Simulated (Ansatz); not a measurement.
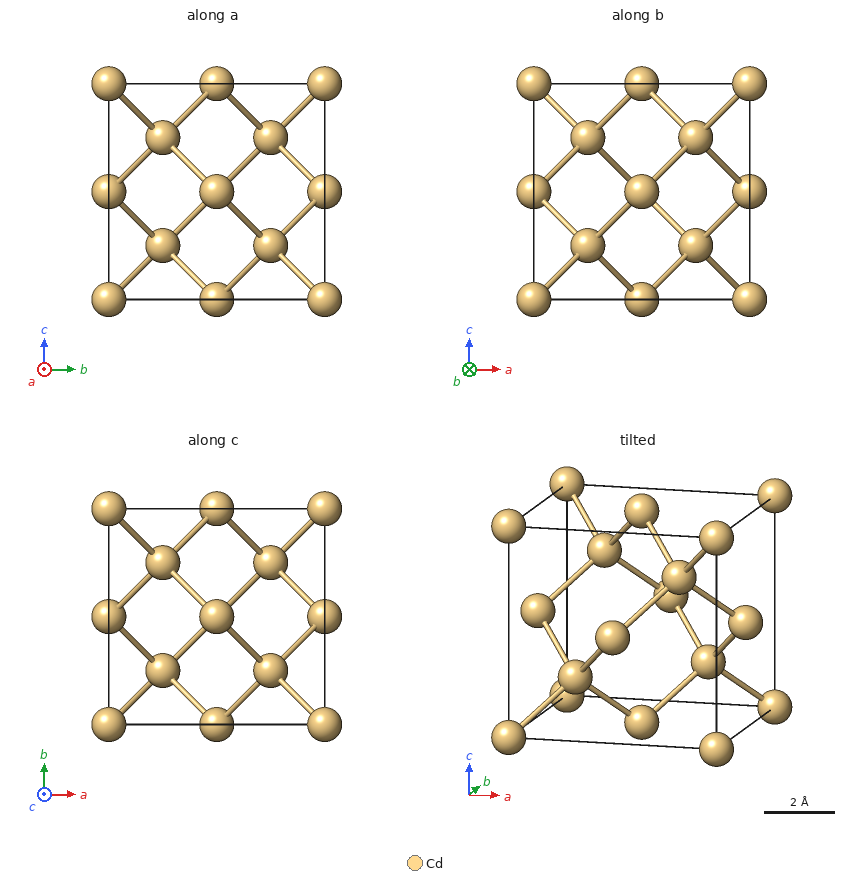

We look at a ball-and-stick model of the crystal along the a axis, along the b axis, along the c axis and slightly off an axis. One conventional unit cell is framed, with atoms on its boundary repeated.

Lattice parameters: a = 6.224 Å, b = 6.224 Å, c = 6.224 Å, α = 90.00°, β = 90.00°, γ = 90.00°. Put a along x and b in the xy plane.

Question: Convert the drawing into a POSCAR file.

Answer:
```
Cd
1.0
     6.224    0.000    0.000
     0.000    6.224    0.000
     0.000    0.000    6.224
Cd
8
Direct
  0.7500 0.7500 0.2500
  0.0000 0.5000 0.5000
  0.7500 0.2500 0.7500
  0.0000 0.0000 0.0000
  0.2500 0.7500 0.7500
  0.5000 0.5000 0.0000
  0.2500 0.2500 0.2500
  0.5000 0.0000 0.5000
```

Origin of the cell: a structure type filled with this element by a generator (whether the element takes this form wasn't checked). Earlier steps of the study may have refined or changed the cell and positions. Ansatz was used for an electronic-structure calculation on it.
